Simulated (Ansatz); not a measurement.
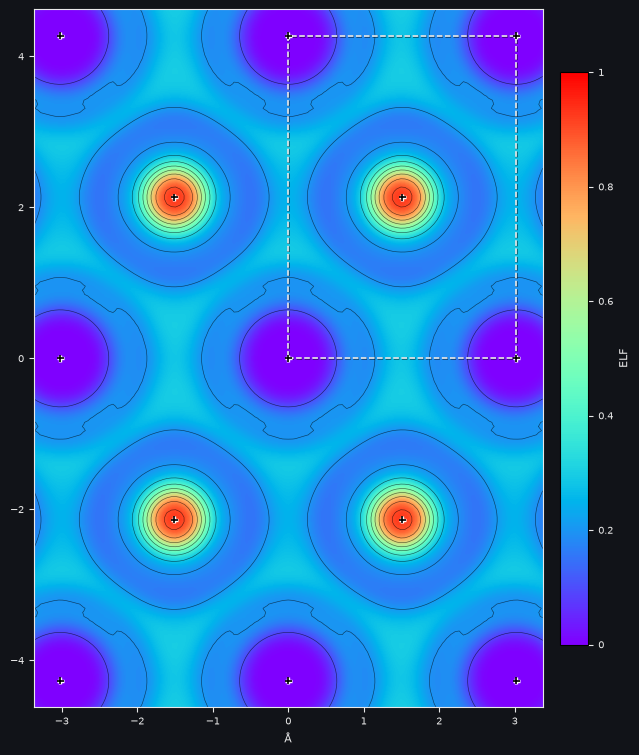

The ELF on a plane through atoms (crosses mark nuclei in the plane).

These are results of DFT PBE, scalar-relativistic, plane waves, PAW in Ansatz 0.2.0, not measurements.

Candidates:
A. SiNi$_{3}$, a = 3.51 Å, b = 3.51 Å, c = 3.51 Å, α = 90.00°, β = 90.00°, γ = 90.00°. Space group Pm-3m; computed without spin polarisation.
B. ZnCu, a = 3.02 Å, b = 3.02 Å, c = 3.02 Å, α = 90.00°, β = 90.00°, γ = 90.00°. Space group Pm-3m; changed on purpose from its base cell (volume × 1.06); computed pressure about −6 GPa in this cell; computed without spin polarisation.

Which candidate gave the map?

Answer. Candidate B: ZnCu on the (110) plane of the conventional cell, which holds Zn and Cu. Zn–Cu (2.62 Å): the ELF is about 0.25 at the midpoint: no shared electron pair shows on this line.
